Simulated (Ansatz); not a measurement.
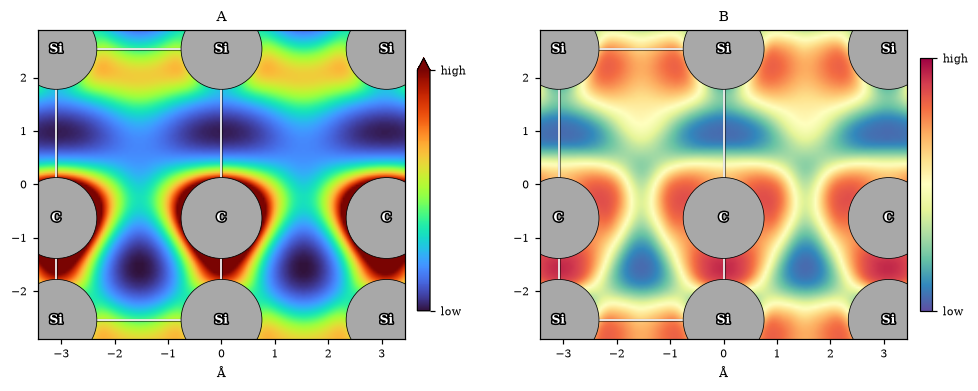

SiC: 2 fields on the (001) plane of the conventional cell, with unlabelled colour scales. Grey discs cover the atomic cores.

Space group P2₁; not relaxed (largest force 1.3 eV/Å).

Level of theory: DFT PBE, scalar-relativistic, plane waves, PAW in Ansatz.

**The panels show electron localisation function and valence pseudo-density in some order. Assign them.**

Panel A: valence pseudo-density. Panel B: electron localisation function. From the grid: Si–C (1.91 Å): the density is about 0.86 e/Å³ at the midpoint; the ELF peaks at about 0.95 between the atoms, as expected for a shared electron pair.
